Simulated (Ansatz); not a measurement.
Consider Mg₆O₇ (slab).

Input

```
crystal:
  lattice:
    - [3.007923219, 0.0, 0.0]
    - [-1.5039616095, 2.6049379203, 0.0]
    - [0.0, 0.0, 29.7357541439]
  atoms:
    - { symbol: O, position: [0.3333333333, 0.6666666667, 0.2522216172] }
    - { symbol: Mg, position: [0.6666666667, 0.3333333333, 0.2935180144] }
    - { symbol: O, position: [0.0, 0.0, 0.3348144115] }
    - { symbol: Mg, position: [0.3333333333, 0.6666666667, 0.3761108086] }
    - { symbol: O, position: [0.6666666667, 0.3333333333, 0.4174072057] }
    - { symbol: Mg, position: [0.0, 0.0, 0.4587036029] }
    - { symbol: O, position: [0.3333333333, 0.6666666667, 0.5] }
    - { symbol: Mg, position: [0.6666666667, 0.3333333333, 0.5412963971] }
    - { symbol: O, position: [0.0, 0.0, 0.5825927943] }
    - { symbol: Mg, position: [0.3333333333, 0.6666666667, 0.6238891914] }
    - { symbol: O, position: [0.6666666667, 0.3333333333, 0.6651855885] }
    - { symbol: Mg, position: [0.0, 0.0, 0.7064819856] }
    - { symbol: O, position: [0.3333333333, 0.6666666667, 0.7477783828] }
basis:
  ecutwfc: 420
kpoints:
  mp_grid: { grid: [9, 9, 1] }
hamiltonian:
  xc: pbe
scf:
  occupations: { method: gaussian, width: 0.05 }
output:
  forces: true
  stress: true
  eigenvalues: true
  write_density: true
  write_potential: true
  elf: true
  volumetric_format: npy
efield:
  axis: 3
  dipole_correction: true
  ramp_width: 0.04
```

Command:

```sh
ansatz run input.yaml --threads 1 --pin off --max-ram 2560MiB --backend cpu --events-out ev --progress --plain --runs-dir out
```

Changed on purpose from its base cell (repeats removed: -1); not relaxed (largest force 1.1 eV/Å).

Computed with DFT PBE, scalar-relativistic, plane waves, PAW in Ansatz 0.2.0.

What can the converged valence pseudo-density and electron localisation function tell about the bonding?

Answer. Mg–O (2.13 Å): the density is about 0.3 e/Å³ at the midpoint; the ELF peaks at about 0.80 in the valence shell of O, 0.6 Å from its nucleus, and is about 0.30 at the midpoint (no localised pair shows between them).

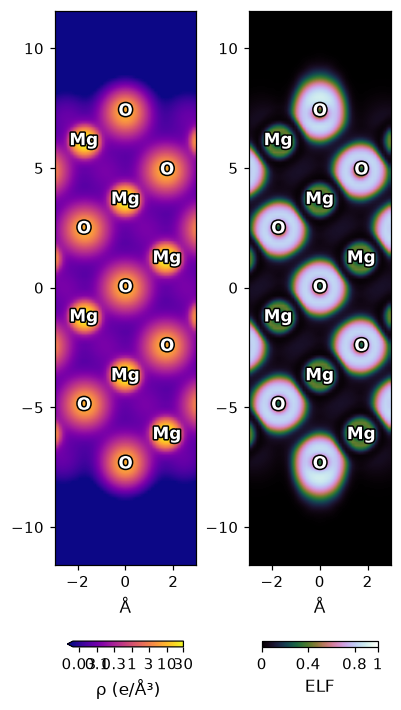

Computed valence pseudo-density and electron localisation function on the (110) plane of the calculation cell, a cut from vacuum to vacuum, in this order. 
